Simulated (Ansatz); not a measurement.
# Cobalt, hcp under LDA: testing the plane-wave cutoff, part 2 of 2

A convergence test of the plane-wave cutoff. The geometry was relaxed under LDA beforehand and stays fixed; 9 values are run, from 150 to 800 eV. Wanted are the values from which on the energy stays within 10 and 1 meV/atom, and the pressure within 0.5 GPa, of the last run. Within the series other settings stay. Spin polarisation is left out.

Ansatz 0.2.0; DFT LDA, plane waves with PAW, scalar-relativistic. Earlier steps stand in the parts before.

## 7. Run at 350 eV

The run at 350 eV.

input.yaml

```yaml
crystal:
  lattice:
    - [2.399568643, 0.0, 0.0]
    - [-1.1997843215, 2.078087403, 0.0]
    - [0.0, 0.0, 3.8656883379]
  atoms:
    - { symbol: Co, position: [0.3333333333, 0.6666666667, 0.25] }
    - { symbol: Co, position: [0.6666666667, 0.3333333333, 0.75] }
hamiltonian:
  xc: lda
  pseudopotentials:
    kind: paw
    azcp:
      Co: "pseudopotentials/Co.paw.azcp"
basis:
  ecutwfc: 350
  fft_grid_basis: typed
kpoints:
  mp_grid: { grid: [15, 15, 8], shift: [0, 0, 0] }
magnetization:
  spin_polarized: false
scf:
  occupations: { method: fermi_dirac, width: 0.1 }
  lower_state_search: "off"
output:
  stress: true
```

On the command line:

```
> ansatz run input.yaml --threads 2 --pin off --max-ram 5120MiB --backend cpu --events-out ev --progress --plain --runs-dir out
```

Log, cut to the lines that bear on the results:

```text
Warning: basis.ecutwfc = 350 eV is below the records' recommended 420 eV, and the density's cutoff is lower with it unless basis.ecutrho_ratio is high enough to keep the records' density cutoff: compare with a run at a higher cutoff
Warning: <dir> the record states the generating functional pbe (its physics header spells it `PBE`), which answers neither for hamiltonian.xc's functional nor for the lda family's — results may be inconsistent (PPs are generated against a specific XC)
Warning: RAYON_NUM_THREADS=2 ignored (pool sized by the plan → 2); use --threads N
[...]
Pseudopotentials: kind: paw
Pseudopotential: Co, paw, valence charge 17, recommended cutoff 420 eV (normal), <dir>
Functional definition: SPW92
[...]
Crystal: 2 atoms, lattice volume = 19.276 Å³
Basis set: ecut = 350 eV, 287 PW (Γ)
Bands: 21, of which v1, the nominal top of the filled ones, is band 17 counted from 1 (16 counted from 0)
Symmetry: 24 space group operations
Space group: P63/mmc (ITA 194), of the structure as read, at distance tolerance 2.7e-5 Å
k-points: 135 of 1800
[...]
SCF iter   1: F=—  HF=-10125.306407 eV  |F-HF|=—  |Δ(HF+E_count)|=         —  Δρ=2.44e-2  dr2=4.66e-2  ethr=1.77e-3  ⟨swp⟩=4.4  Hψ=10332  notcnv=0
[...]
SCF iter   6: F=-10125.286807 eV  HF=-10125.286807 eV  |F-HF|=8.60e-10  |Δ(HF+E_count)|=   3.46e-8  Δρ=4.63e-6  dr2=1.75e-9  ethr=2.94e-10  ⟨swp⟩=3.7  Hψ=8665  notcnv=0
[...]
SCF converged after 6 iterations
Free energy (F): -10125.286807 eV
[...]
E sigma→0 (E₀):  -10125.207636 eV
Entropy (-TS):   -0.158342 eV (-79.171 meV/atom)
Fermi energy:    21.066928 eV
[...]
--- Stress (GPa, compression-positive) ---
        0.217130       0.000000       0.000000
        0.000000       0.217130      -0.000000
        0.000000      -0.000000       0.476638
  P = ⅓ Tr σ = 0.3036 GPa (3.036 kbar)
```

Wall time 2.1 s (2 threads of Arm Neoverse N1, shared host); peak memory 0.3 GiB.

## 8. Run at 420 eV

The run at 420 eV.

Changes to input.yaml since step 7:

```diff
@@ -15,3 +15,3 @@
 basis:
-  ecutwfc: 350
+  ecutwfc: 420
   fft_grid_basis: typed
```

On the command line:

```
> ansatz run input.yaml --threads 2 --pin off --max-ram 5120MiB --backend cpu --events-out ev --progress --plain --runs-dir out
```

Log, cut to the lines that bear on the results:

```text
Warning: <dir> the record states the generating functional pbe (its physics header spells it `PBE`), which answers neither for hamiltonian.xc's functional nor for the lda family's — results may be inconsistent (PPs are generated against a specific XC)
Warning: RAYON_NUM_THREADS=2 ignored (pool sized by the plan → 2); use --threads N
[...]
Pseudopotentials: kind: paw
Pseudopotential: Co, paw, valence charge 17, recommended cutoff 420 eV (normal), <dir>
Functional definition: SPW92
[...]
Crystal: 2 atoms, lattice volume = 19.276 Å³
Basis set: ecut = 420 eV, 379 PW (Γ)
Bands: 21, of which v1, the nominal top of the filled ones, is band 17 counted from 1 (16 counted from 0)
Symmetry: 24 space group operations
Space group: P63/mmc (ITA 194), of the structure as read, at distance tolerance 2.7e-5 Å
k-points: 135 of 1800
[...]
SCF iter   1: F=—  HF=-10125.407230 eV  |F-HF|=—  |Δ(HF+E_count)|=         —  Δρ=2.48e-2  dr2=5.04e-2  ethr=1.77e-3  ⟨swp⟩=4.4  Hψ=10432  notcnv=0
[...]
SCF iter   6: F=-10125.397349 eV  HF=-10125.397349 eV  |F-HF|=1.66e-9  |Δ(HF+E_count)|=   1.32e-7  Δρ=6.62e-6  dr2=1.91e-9  ethr=2.94e-10  ⟨swp⟩=3.4  Hψ=11563  notcnv=0
[...]
SCF converged after 6 iterations
Free energy (F): -10125.397349 eV
[...]
E sigma→0 (E₀):  -10125.318146 eV
Entropy (-TS):   -0.158407 eV (-79.203 meV/atom)
Fermi energy:    21.108915 eV
[...]
--- Stress (GPa, compression-positive) ---
       -0.060372       0.000000       0.000000
       -0.000000      -0.060372      -0.000000
        0.000000      -0.000000      -0.095181
  P = ⅓ Tr σ = -0.0720 GPa (-0.720 kbar)
```

Run time: 2.8 s. Hardware: 2 threads of Arm Neoverse N1, shared host; peak memory 0.32 GiB.

## 9. Run at 500 eV

The run at 500 eV.

Changes to input.yaml since step 8:

```diff
@@ -15,3 +15,3 @@
 basis:
-  ecutwfc: 420
+  ecutwfc: 500
   fft_grid_basis: typed
```

On the command line:

```
> ansatz run input.yaml --threads 2 --pin off --max-ram 5120MiB --backend cpu --events-out ev --progress --plain --runs-dir out
```

Log, cut to the lines that bear on the results:

```text
Warning: <dir> the record states the generating functional pbe (its physics header spells it `PBE`), which answers neither for hamiltonian.xc's functional nor for the lda family's — results may be inconsistent (PPs are generated against a specific XC)
Warning: RAYON_NUM_THREADS=2 ignored (pool sized by the plan → 2); use --threads N
[...]
Pseudopotentials: kind: paw
Pseudopotential: Co, paw, valence charge 17, recommended cutoff 420 eV (normal), <dir>
Functional definition: SPW92
[...]
Crystal: 2 atoms, lattice volume = 19.276 Å³
Basis set: ecut = 500 eV, 513 PW (Γ)
Bands: 21, of which v1, the nominal top of the filled ones, is band 17 counted from 1 (16 counted from 0)
Symmetry: 24 space group operations
Space group: P63/mmc (ITA 194), of the structure as read, at distance tolerance 2.7e-5 Å
k-points: 135 of 1800
[...]
SCF iter   1: F=—  HF=-10125.410360 eV  |F-HF|=—  |Δ(HF+E_count)|=         —  Δρ=2.55e-2  dr2=5.21e-2  ethr=1.77e-3  ⟨swp⟩=4.4  Hψ=10464  notcnv=0
[...]
SCF iter   6: F=-10125.400486 eV  HF=-10125.400486 eV  |F-HF|=4.55e-9  |Δ(HF+E_count)|=   1.53e-7  Δρ=1.08e-5  dr2=5.00e-9  ethr=2.94e-10  ⟨swp⟩=3.0  Hψ=11813  notcnv=0
[...]
SCF converged after 6 iterations
Free energy (F): -10125.400486 eV
[...]
E sigma→0 (E₀):  -10125.321290 eV
Entropy (-TS):   -0.158393 eV (-79.196 meV/atom)
Fermi energy:    21.111053 eV
[...]
--- Stress (GPa, compression-positive) ---
       -0.050320      -0.000000       0.000000
        0.000000      -0.050320      -0.000000
        0.000000      -0.000000      -0.089797
  P = ⅓ Tr σ = -0.0635 GPa (-0.635 kbar)
```

Run time: 3.3 s. Hardware: 2 threads of Arm Neoverse N1, shared host; peak memory 0.33 GiB.

## 10. Run at 600 eV

The run at 600 eV.

Changes to input.yaml since step 9:

```diff
@@ -15,3 +15,3 @@
 basis:
-  ecutwfc: 500
+  ecutwfc: 600
   fft_grid_basis: typed
```

On the command line:

```
> ansatz run input.yaml --threads 2 --pin off --max-ram 5120MiB --backend cpu --events-out ev --progress --plain --runs-dir out
```

Log, cut to the lines that bear on the results:

```text
Warning: <dir> the record states the generating functional pbe (its physics header spells it `PBE`), which answers neither for hamiltonian.xc's functional nor for the lda family's — results may be inconsistent (PPs are generated against a specific XC)
Warning: RAYON_NUM_THREADS=2 ignored (pool sized by the plan → 2); use --threads N
[...]
Pseudopotentials: kind: paw
Pseudopotential: Co, paw, valence charge 17, recommended cutoff 420 eV (normal), <dir>
Functional definition: SPW92
[...]
Crystal: 2 atoms, lattice volume = 19.276 Å³
Basis set: ecut = 600 eV, 639 PW (Γ)
Bands: 21, of which v1, the nominal top of the filled ones, is band 17 counted from 1 (16 counted from 0)
Symmetry: 24 space group operations
Space group: P63/mmc (ITA 194), of the structure as read, at distance tolerance 2.7e-5 Å
k-points: 135 of 1800
[...]
SCF iter   1: F=—  HF=-10125.411636 eV  |F-HF|=—  |Δ(HF+E_count)|=         —  Δρ=2.55e-2  dr2=5.23e-2  ethr=1.77e-3  ⟨swp⟩=4.7  Hψ=10557  notcnv=0
[...]
SCF iter   6: F=-10125.401759 eV  HF=-10125.401759 eV  |F-HF|=4.25e-9  |Δ(HF+E_count)|=   1.69e-7  Δρ=1.12e-5  dr2=5.38e-9  ethr=2.94e-10  ⟨swp⟩=2.9  Hψ=11003  notcnv=0
[...]
SCF converged after 6 iterations
Free energy (F): -10125.401759 eV
[...]
E sigma→0 (E₀):  -10125.322562 eV
Entropy (-TS):   -0.158395 eV (-79.197 meV/atom)
Fermi energy:    21.111096 eV
[...]
--- Stress (GPa, compression-positive) ---
       -0.065500       0.000000       0.000000
        0.000000      -0.065500      -0.000000
        0.000000      -0.000000      -0.106615
  P = ⅓ Tr σ = -0.0792 GPa (-0.792 kbar)
```

Run time: 4.1 s. Hardware: 2 threads of Arm Neoverse N1, shared host; peak memory 0.34 GiB.

## 11. Run at 800 eV

The run at 800 eV.

Changes to input.yaml since step 10:

```diff
@@ -15,3 +15,3 @@
 basis:
-  ecutwfc: 600
+  ecutwfc: 800
   fft_grid_basis: typed
```

On the command line:

```
> ansatz run input.yaml --threads 2 --pin off --max-ram 5120MiB --backend cpu --events-out ev --progress --plain --runs-dir out
```

Log, cut to the lines that bear on the results:

```text
Warning: <dir> the record states the generating functional pbe (its physics header spells it `PBE`), which answers neither for hamiltonian.xc's functional nor for the lda family's — results may be inconsistent (PPs are generated against a specific XC)
Warning: RAYON_NUM_THREADS=2 ignored (pool sized by the plan → 2); use --threads N
[...]
Pseudopotentials: kind: paw
Pseudopotential: Co, paw, valence charge 17, recommended cutoff 420 eV (normal), <dir>
Functional definition: SPW92
[...]
Crystal: 2 atoms, lattice volume = 19.276 Å³
Basis set: ecut = 800 eV, 989 PW (Γ)
Bands: 21, of which v1, the nominal top of the filled ones, is band 17 counted from 1 (16 counted from 0)
Symmetry: 24 space group operations
Space group: P63/mmc (ITA 194), of the structure as read, at distance tolerance 2.7e-5 Å
k-points: 135 of 1800
[...]
SCF iter   1: F=—  HF=-10125.413884 eV  |F-HF|=—  |Δ(HF+E_count)|=         —  Δρ=2.56e-2  dr2=5.31e-2  ethr=1.77e-3  ⟨swp⟩=4.7  Hψ=10600  notcnv=0
[...]
SCF iter   6: F=-10125.404147 eV  HF=-10125.404147 eV  |F-HF|=7.37e-9  |Δ(HF+E_count)|=   1.79e-7  Δρ=1.43e-5  dr2=8.59e-9  ethr=2.94e-10  ⟨swp⟩=2.7  Hψ=11100  notcnv=0
[...]
SCF converged after 6 iterations
Free energy (F): -10125.404147 eV
[...]
E sigma→0 (E₀):  -10125.324950 eV
Entropy (-TS):   -0.158393 eV (-79.197 meV/atom)
Fermi energy:    21.111566 eV
[...]
--- Stress (GPa, compression-positive) ---
       -0.076240       0.000000      -0.000000
        0.000000      -0.076240      -0.000000
        0.000000      -0.000000      -0.114939
  P = ⅓ Tr σ = -0.0891 GPa (-0.891 kbar)
```

Run time: 5.5 s. Hardware: 2 threads of Arm Neoverse N1, shared host; peak memory 0.38 GiB.

## 12. Convergence table

Differences are taken from the run at 800 eV.

```tsv
cutoff (eV)	plane waves at Γ	E(σ → 0) (meV/atom)	P (GPa)	SCF cycles	CPU time
150	97	106459.31	382.35	8	2.8 s
200	135	21206.18	-138.18	7	3 s
250	159	4494.72	0.68	7	3 s
300	233	654.57	9.26	6	3.1 s
350	287	58.66	0.30	6	3.7 s
420	379	3.40	-0.07	6	4.9 s
500	513	1.83	-0.06	6	6 s
600	639	1.19	-0.08	6	7.7 s
800	989	0.00	-0.09	6	10 s
```

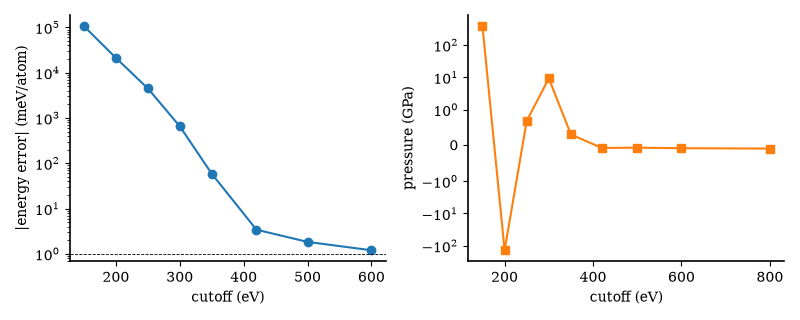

Energy and pressure against the plane-wave cutoff; the dashed line marks 1 meV/atom.

## 13. Outcome

What follows sums up all 2 parts.

```
                                                                     quantity                                 value
                                  E(σ → 0) stays within 10 meV/atom of 800 eV                        from 420 eV on
                                             E(σ → 0) stays within 1 meV/atom             not reached before 800 eV
                                                pressure stays within 0.5 GPa                        from 350 eV on
                                                           pressure at 800 eV                             -0.09 GPa
                                              CPU time, dearest over cheapest                                   3.7
run at the usual settings (mesh 25×25×13 against the series' 15×15×8, 420 eV)  +4.7 meV/atom from 800 eV, -0.03 GPa
```

At 150 eV the energy differs by +106459 meV/atom and the pressure by +382.4 GPa. The energy falls at each step up in cutoff, as the variational principle asks. The total energy has not settled to 1 meV/atom before the last cutoff. The cell taken over is 13 % smaller than the measured one (11.07 Å³/atom, COD), which weighs on all values here.

Real Co is ferromagnetic; without spin these runs don't describe its ground state.
